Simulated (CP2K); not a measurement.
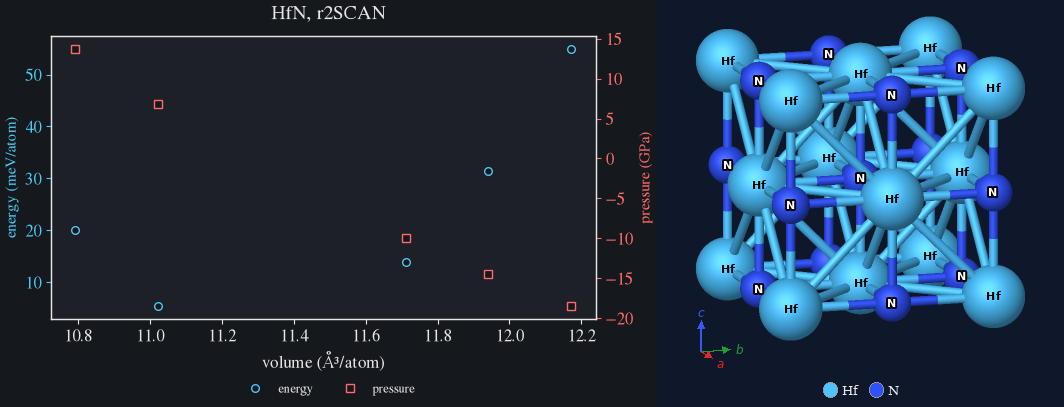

The picture above shows the energy and pressure against volume for HfN, space group Fm-3m (No. 225). The conventional cell is drawn beside the plot.

Cell as given: a = 3.190 Å, b = 3.190 Å, c = 3.190 Å, α = 60.00°, β = 60.00°, γ = 60.00°; 2 atoms.

Calculation (CP2K 2026.2): DFT in Gaussian orbitals with a plane-wave density, no spin polarisation; energies at scaled volumes of the given cell, shape and fractions fixed, counted from the fit's minimum, third-order Birch-Murnaghan fit. Level: r2SCAN.

k mesh 10×10×10; occupations Fermi–Dirac; smearing width 0.05 eV; potentials GTH SCAN with UZH TZVP basis; density cutoff 9184 eV; program settings ngrids 4, basis sets Hf TZVP-MOLOPT-SCAN-GTH-q12, basis sets N TZVP-MOLOPT-SCAN-GTH-q5, cutoff ry 675 Ry, rel cutoff ry 60 Ry.

The points at volume 11.25 Å³/atom and 11.48 Å³/atom are left out of the plot. What values does the calculation give there?

```json
{"volume (Å³/atom)": "11.25", "energy (meV/atom)": "0.06", "pressure (GPa)": "0.67"}
{"volume (Å³/atom)": "11.48", "energy (meV/atom)": "3.15", "pressure (GPa)": "-4.90"}
```
